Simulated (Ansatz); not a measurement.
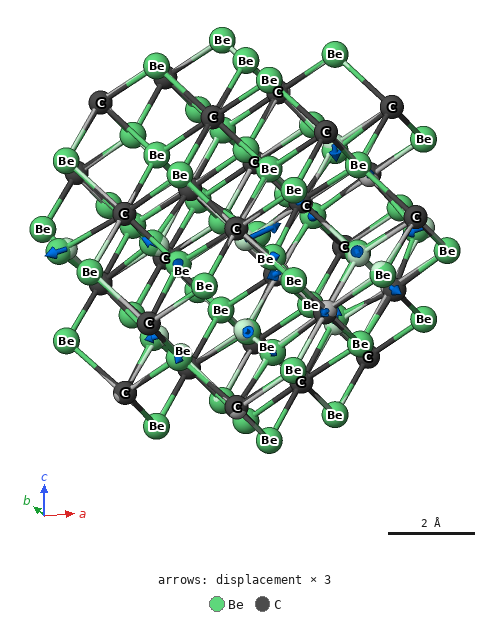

This is a relaxation of a defect cell of composition Be63C31. The starting structure is drawn faded, the final one solid; blue arrows show the displacements, magnified 3 times.

The picture is a ball-and-stick view of the atoms within 5.0 Å of the atom that moves most (axes of the cell of the calculation (origin shifted)), seen slightly off an axis.

Computed with Ansatz 0.2.0, DFT, PBEsol, PAW, plane waves. Settings: plane-wave cutoff 420 eV; k-point mesh 1 × 1 × 1; mesh shifted by (0.25, 0.25, 0.25); collinear spin; atoms relaxed in a fixed cell; force threshold 0.03 eV/Å; at most 80 steps.

> Atoms of which element are displaced furthest, and by how much?

Beryllium: up to 0.34 Å, against 0.14 Å for carbon.

> Describe the change and its energy.

A Be atom moves most: 0.34 Å along [3 1 1]. By element the largest moves are Be 0.34 Å, C 0.14 Å. The lattice vectors keep their values. Among the contacts that change: Be–C 1.826 → 1.984 Å, Be–C 1.849 → 1.984 Å, Be–C 1.830 → 1.954 Å, Be–C 1.910 → 1.793 Å. Bond angles that change, for instance: C–Be–C 108.3° → 131.9°, C–Be–C 108.9° → 124.5°, C–Be–C 109.6° → 124.5°. Over 4 geometry steps the energy falls by 3.466 eV per cell of the calculation. Largest force component: 2.7 eV/Å at the start, 0.022 eV/Å at the end. The program noted that the starting moments weren't kept. Cost: 40 s on 7 threads of Arm Neoverse-V2, peak memory 1.9 GiB.
